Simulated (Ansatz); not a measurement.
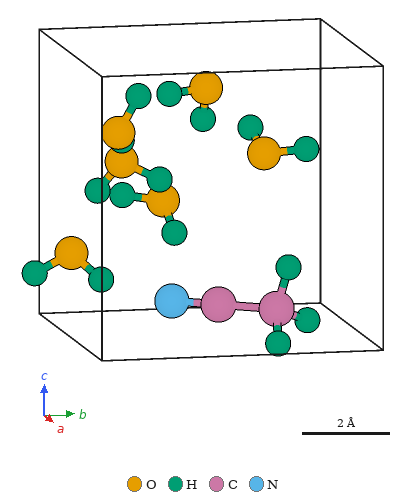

Starting frame of a dynamics run of a periodic cell with 6 H2O + 1 CH3CN at 0.843 g/cm³. A ball-and-stick model of the simulation cell, seen slightly off an axis.

The calculation used Ansatz 0.2.0, DFT PBE-D3(BJ), scalar-relativistic, plane waves, PAW.

Input file:
```yaml
crystal:
  lattice:
    - [6.647137, 0.0, 0.0]
    - [0.0, 6.647137, 0.0]
    - [0.0, 0.0, 6.647137]
  atoms:
    - { symbol: O, position: [0.98825889, 0.43790436, 0.37637533] }
    - { symbol: H, position: [1.09866411, 0.45384133, 0.28048745] }
    - { symbol: H, position: [0.99021418, 0.29308699, 0.40086633] }
    - { symbol: O, position: [0.12384594, 0.56085249, 0.79021379] }
    - { symbol: H, position: [0.03847637, 0.56879162, 0.66674831] }
    - { symbol: H, position: [0.17368205, 0.41918013, 0.78297528] }
    - { symbol: O, position: [0.49234221, 0.68464415, 0.61691876] }
    - { symbol: H, position: [0.51979507, 0.82866429, 0.63132282] }
    - { symbol: H, position: [0.36298848, 0.66500425, 0.68698326] }
    - { symbol: O, position: [0.20683922, 0.06372656, 0.2414539] }
    - { symbol: H, position: [0.29905676, 0.14878674, 0.16048732] }
    - { symbol: H, position: [0.20414495, -0.06617755, 0.17463365] }
    - { symbol: O, position: [0.8030228, 0.0974494, 0.76278958] }
    - { symbol: H, position: [0.81346652, 0.16629614, 0.89125373] }
    - { symbol: H, position: [0.67067245, 0.13889397, 0.71193507] }
    - { symbol: O, position: [0.40978555, 0.19669929, 0.59274338] }
    - { symbol: H, position: [0.45586466, 0.32175586, 0.53224846] }
    - { symbol: H, position: [0.34091521, 0.12675276, 0.48085867] }
    - { symbol: C, position: [0.69228323, 0.68466248, 0.10274675] }
    - { symbol: C, position: [0.56875173, 0.50583005, 0.10421867] }
    - { symbol: "N", position: [0.46922328, 0.36213415, 0.10537274] }
    - { symbol: H, position: [0.74409899, 0.71527886, 0.25635994] }
    - { symbol: H, position: [0.82248893, 0.66108501, 0.00349798] }
    - { symbol: H, position: [0.6056537, 0.81305299, 0.04373204] }
basis:
  ecutwfc: 420.0
kpoints:
  mp_grid: { grid: [1, 1, 1] }
hamiltonian:
  xc: pbe
  dispersion: d3bj
scf:
  occupations: { method: fermi_dirac, width: 0.05 }
  lower_state_search: "off"
md:
  timestep: 0.5
  n_steps: 300
  ensemble: nvt_langevin
  temperature: 700.0
  initial_velocities: maxwell_boltzmann
  seed: 219610
  friction: 0.02
```

Command:
```bash
ansatz run input.yaml --threads 1 --pin off --max-ram 3072MiB --backend cpu --events-out ev --progress --plain --runs-dir out
```

Question: Predict how the run goes.

Answer: The mean temperature in the second half is 727 K (standard deviation 94 K). The potential energy in the second half lies on average 78.4 meV per atom above the first frame. In the second half of the run the atoms are, in the root-mean-square, this far from where they began (common drift taken out): H 0.74 Å, O 0.58 Å, C 0.24 Å, N 0.22 Å. The heavy atoms stay within a fraction of a molecule's size of their starting places; so short a run doesn't tell a liquid from a solid.

Along the run (each row but the first and the last is the mean over the interval that it begins):

```csv
time (fs),potential energy (meV/atom),T (K)
0.0,0.0,671
25.0,49.4,485
50.0,67.8,672
75.0,78.8,681
100.0,70.1,747
125.0,86.3,751
150.0,81.2,853
```

The paths of the atoms:

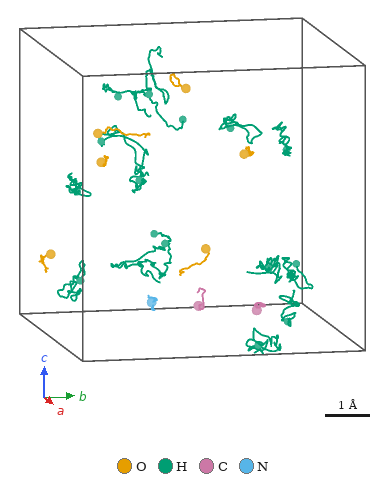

Limits of the set-up: the periodic images lie only 6.6 Å apart, so the values are limited by the cell's size.

Cost: 6.6 min on 1 thread of Arm Neoverse V2 (shared host), peak memory 0.35 GiB.
